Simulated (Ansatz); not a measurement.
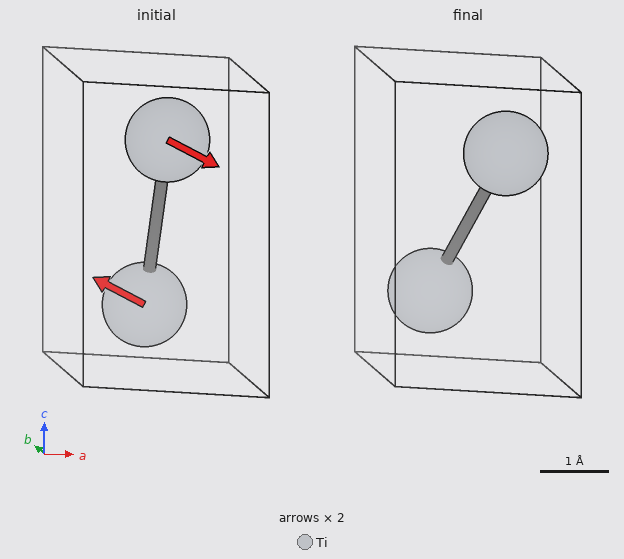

The structure of a crystal of Ti (set up in P-1) before (left) and after (right) a relaxation, at one scale. The red arrows give the displacements, 2 times their true length.

Style: ball-and-stick. Shown: the cell of the calculation, slightly off an axis.

Case: all atoms moved at random, sigma 0.4 Å for each component; relaxed back.

Method: DFT PBEsol, scalar-relativistic, plane waves, PAW in Ansatz 0.2.0. Set-up: plane-wave cutoff 420 eV; k-point mesh 12 × 12 × 8; occupations gaussian; smearing width 0.15 eV; no spin polarisation; cell and atoms relaxed; force threshold 0.01 eV/Å; at most 80 steps.

### Summarise the run.

The energy falls by 300 meV per atom in 7 accepted moves (8 points after the start). The largest force component goes from 2.2 to 0.0004 eV/Å. The pressure goes from 2.32 to −0.02 GPa. The SCF was repeated once at an unchanged geometry on a basis and grid sized afresh for the cell, which shifted the energy by less than 0.05 meV per atom at most. The largest moves relative to the cell, 0.44 Å, are those of Ti atoms. The volume changes by +0.1 %, with a = b unchanged at 2.900 Å, c 4.591 → 4.595 Å (+0.1 %). Some distances before and after: Ti–Ti 3.619 → 2.843 Å, Ti–Ti 2.227 → 2.843 Å, Ti–Ti 3.209 → 2.843 Å, Ti–Ti 2.593 → 2.843 Å. New bonds form: Ti–Ti (3.62 → 2.84 Å). The space group (tolerance 0.01 Å) goes from P-1 (No. 2) to P6_3/mmc (No. 194). The run took 97 s on 1 thread of Intel(R) Xeon(R) 6975P-C (Granite Rapids), with other jobs on the host, peak memory 0.6 GiB.
